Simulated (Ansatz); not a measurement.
System: Na6Cl (slab).

```yaml
crystal:
  lattice:
    - [7.06321, 0.00000, 0.00000]
    - [-2.35440, 6.65926, 0.00000]
    - [0.00000, 0.00000, 23.76709]
  atoms:
    - { symbol: Na, position: [0.25000, 0.25000, 0.33660] }
    - { symbol: Na, position: [0.25000, 0.75000, 0.33660] }
    - { symbol: Na, position: [0.75000, 0.25000, 0.33660] }
    - { symbol: Na, position: [0.75000, 0.75000, 0.33660] }
    - { symbol: Na, position: [0.50063, 0.53952, 0.46413] }
    - { symbol: Na, position: [0.49973, 0.03954, 0.46377] }
    - { symbol: Na, position: [0.99109, 0.48307, 0.46072] }
    - { symbol: Na, position: [0.99109, 0.98322, 0.46094] }
    - { symbol: Na, position: [0.75981, 0.62576, 0.59260] }
    - { symbol: Na, position: [0.76016, 0.12622, 0.59122] }
    - { symbol: Na, position: [0.26642, 0.78475, 0.58533] }
    - { symbol: Na, position: [0.26576, 0.28306, 0.58536] }
    - { symbol: Cl, position: [0.01899, 0.45696, 0.63205] }
    - { symbol: Cl, position: [0.01915, 0.95751, 0.63255] }
```

The SCF solution may not be the lowest one.

The calculation used Ansatz, DFT PBE+D3(BJ), scalar-relativistic, plane waves, PAW.

What can the converged valence pseudo-density and electron localisation function tell about the bonding?

Answer. Na–Cl (2.69 Å): ρ is about 0.18 e/Å³ halfway; the ELF peaks at about 0.85 in the valence shell of Cl, 0.8 Å from its nucleus, and is about 0.45 at the midpoint.

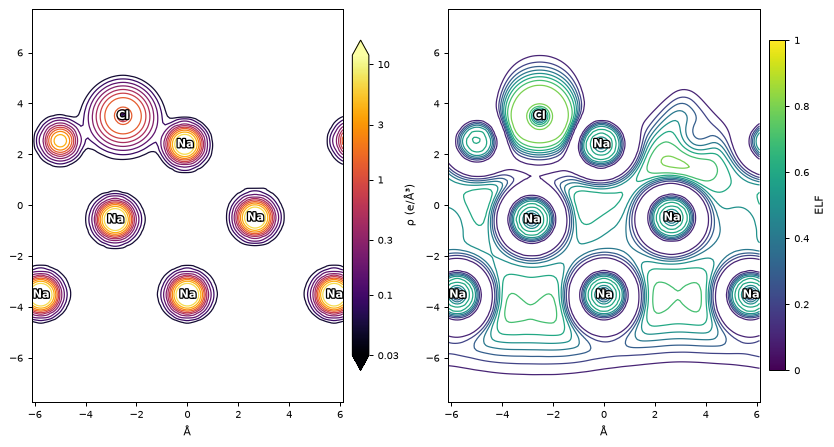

Computed valence pseudo-density and electron localisation function on the (110) plane of the calculation cell, a cut from vacuum to vacuum, in this order. Atoms just off the plane (Na, 0.5 Å away) can leave unmarked features too.

The density is the valence pseudo-density of a PAW calculation; it isn't the true density close to the nuclei.
